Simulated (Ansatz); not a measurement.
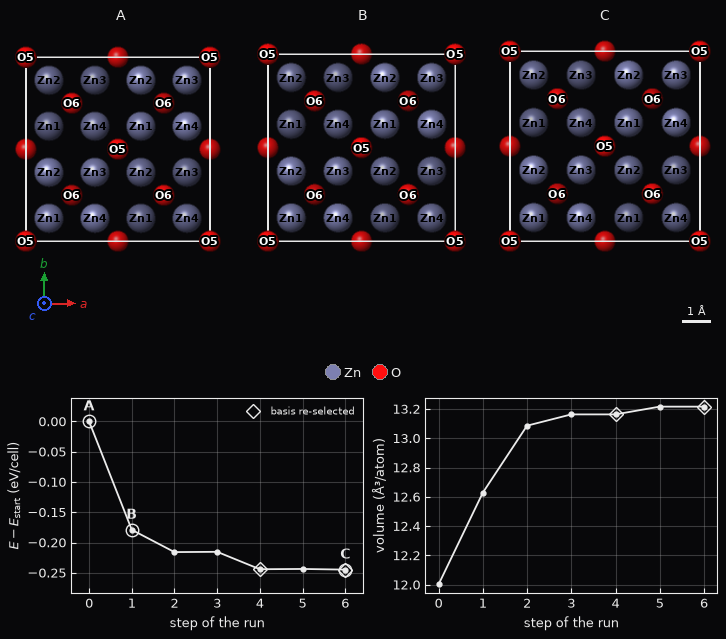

Frames of a relaxation of crystalline Zn2O (built on the cubic Laves (C15)_227 type) (coarse preliminary run), marked on the history of the run. Style: ball-and-stick. Shown: the conventional cell (4 times the calculation's cell), along the c axis. Lengths and directions refer to the drawn axes.

Case: cubic Laves (C15) type (Fd-3m, No. 227).

Computed with DFT PBE, scalar-relativistic, plane waves, PAW in Ansatz 0.2.0.

Input file:
```yaml
crystal:
  lattice:
    - [0.0, 3.3020875333, 3.3020875333]
    - [3.3020875333, 0.0, 3.3020875333]
    - [3.3020875333, 3.3020875333, 0.0]
  atoms:
    - { symbol: Zn, position: [0.625, 0.625, 0.625] }
    - { symbol: Zn, position: [0.125, 0.625, 0.625] }
    - { symbol: Zn, position: [0.625, 0.625, 0.125] }
    - { symbol: Zn, position: [0.625, 0.125, 0.625] }
    - { symbol: O, position: [0.0, 0.0, 0.0] }
    - { symbol: O, position: [0.25, 0.25, 0.25] }
basis:
  ecutwfc: 420
kpoints:
  mp_grid: { grid: [4, 4, 4] }
hamiltonian:
  xc: pbe
scf:
  occupations: { method: gaussian, width: 0.1 }
  lower_state_search: "off"
output:
  forces: true
  stress: true
  eigenvalues: true
relax:
  adjacent_minimum: "off"
  f_tol: 0.04
  max_steps: 70
  cell: { stress_tol: 0.4 }
```

Command:
```bash
ansatz run input.yaml --threads 1 --pin off --max-ram 2560MiB --backend cpu --events-out ev --progress --plain --runs-dir out
```

> Describe the path.

The energy falls by 0.245 eV per cell of the calculation in 4 accepted moves (6 points after the start). All forces vanish by symmetry, so only the cell relaxes. Pressure: 11.81 GPa at the start and 0.03 GPa at the end. At 2 points the geometry stayed and the basis and grid were re-selected for the new cell (energy shift of 28.7 meV per cell of the calculation at most each time). No atom moves by more than 0.005 Å relative to the cell. The drawn cell changes as follows: a = b = c 6.604 → 6.820 Å (+3.3 %); the volume changes by +10.1 %. Some distances before and after: Zn1–Zn2 2.335 → 2.411 Å. The space group stays Fd-3m (No. 227). The run took 11 s on 1 thread of Intel(R) Xeon(R) Platinum 8375C CPU @ 2.90GHz (Ice Lake), with other jobs on the host, peak memory 0.41 GiB. From step 0 to 1: volume +5.2 %, energy −0.179 eV per cell of the calculation. From step 1 to 6: volume +4.7 %, energy −65.8 meV per cell of the calculation.

| step | E − E(0), meV/atom | pressure, GPa | volume, Å³/atom | note |
| --- | --- | --- | --- | --- |
| 0 | 0.00 | 11.81 | 12.002 |  |
| 1 | -29.83 | 4.74 | 12.628 |  |
| 2 | -35.97 | 0.62 | 13.086 |  |
| 3 | -35.89 | -0.01 | 13.163 |  |
| 4 | -40.68 | 0.42 | 13.163 | same geometry, new basis |
| 5 | -40.61 | 0.03 | 13.216 |  |
| 6 | -40.79 | 0.03 | 13.216 | same geometry, new basis |
